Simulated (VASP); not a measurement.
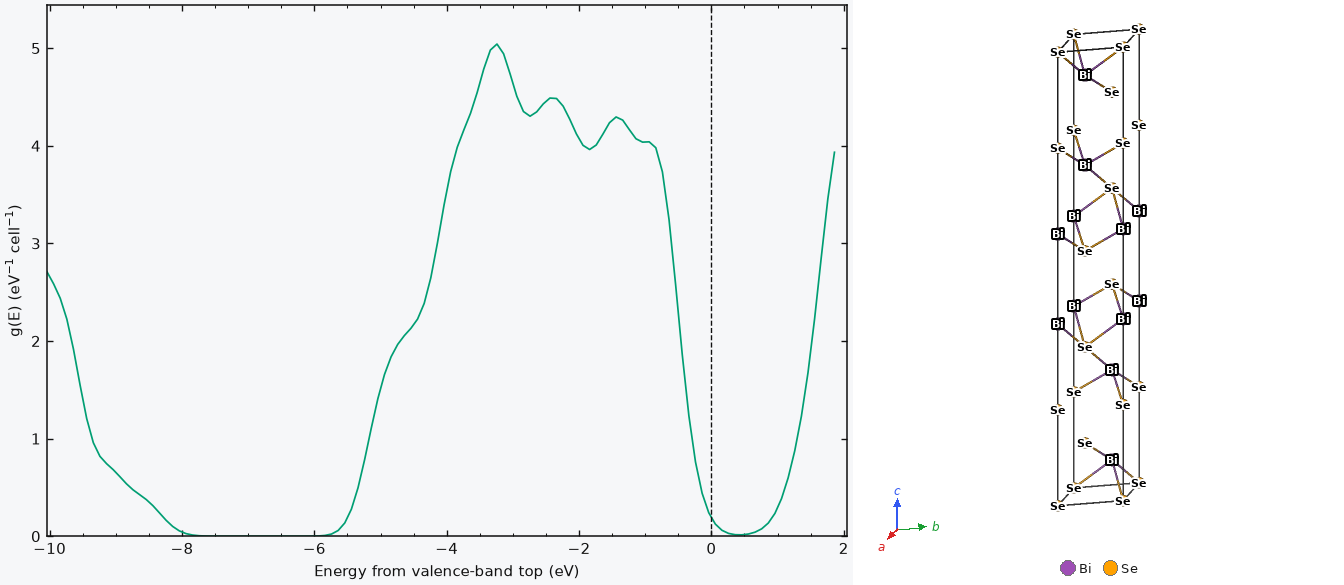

Density of states, beside the structure. Energies are counted from the top of the valence band. The DOS curve is built from the levels of the k mesh with Gaussians 0.55 eV wide, which also blur the band edges; ripples of that width can come from the mesh.

The material is Bi₂Se₃, space group R-3m (No. 166), 5 atoms in the primitive cell; a = 4.143 Å, c = 28.636 Å (hexagonal axes).

Level of theory: TB-mBJ, VASP PAW PBE potentials, release 64 (Bi_d, Se), no spin polarisation, no spin-orbit coupling, 8×8×8 k mesh, 520 eV cutoff, Gaussian smearing of 0.02 eV; code VASP 6.6.1.

Question: Is there a gap at the Fermi level, and how wide?

Answer: There is a gap; over the k points computed it is 0.79 eV (direct to within 0.02 eV).

The PAW data sets were made with another functional. Spin-orbit coupling is left out, which matters for Bi and Se. With spin-orbit coupling the bands at Γ invert, which makes this a topological insulator. This is a model potential built to give gaps, with no total energy.
